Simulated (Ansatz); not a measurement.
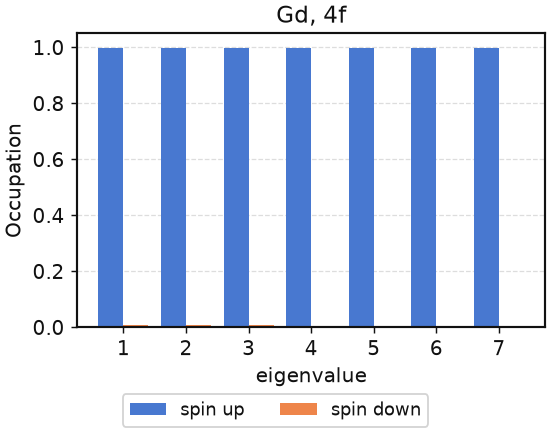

Eigenvalues of the local occupation matrix of the f shell (Löwdin-orthogonalised atomic projectors).

System: GdN, space group Fm-3m (No. 225), 2 atoms in the cell, rocksalt type.

```cif
data_structure
_symmetry_space_group_name_H-M 'Fm-3m'
_symmetry_Int_Tables_number 225
_cell_length_a 4.9990
_cell_length_b 4.9990
_cell_length_c 4.9990
_cell_angle_alpha 90.000
_cell_angle_beta 90.000
_cell_angle_gamma 90.000
_cell_volume 124.92
loop_
_atom_site_label
_atom_site_type_symbol
_atom_site_symmetry_multiplicity
_atom_site_Wyckoff_symbol
_atom_site_fract_x
_atom_site_fract_y
_atom_site_fract_z
_atom_site_occupancy
Gd1 Gd 4 b 0.50000 0.00000 0.00000 1
N1 N 4 a 0.00000 0.00000 0.00000 1
```

Level of theory: DFT PBEsol+U+J, scalar-relativistic, plane waves, PAW, U = 7 eV, J = 0.9 eV on Gd f, spin-polarised, 7×7×7 k mesh, 420 eV cutoff, Gaussian smearing of 0.05 eV; code Ansatz.

How many states of the shell are filled, counting eigenvalues over 0.6?

Answer. Counting eigenvalues over 0.6 as filled, Gd has 7 filled f states (f⁷), 7 up and 0 down; the eigenvalues sum to 7.0.

Start of the run: random orbitals: random, high filling. Such runs often end in metastable states, so this need not be the lowest one. Spin-orbit coupling is left out, which matters for Gd.
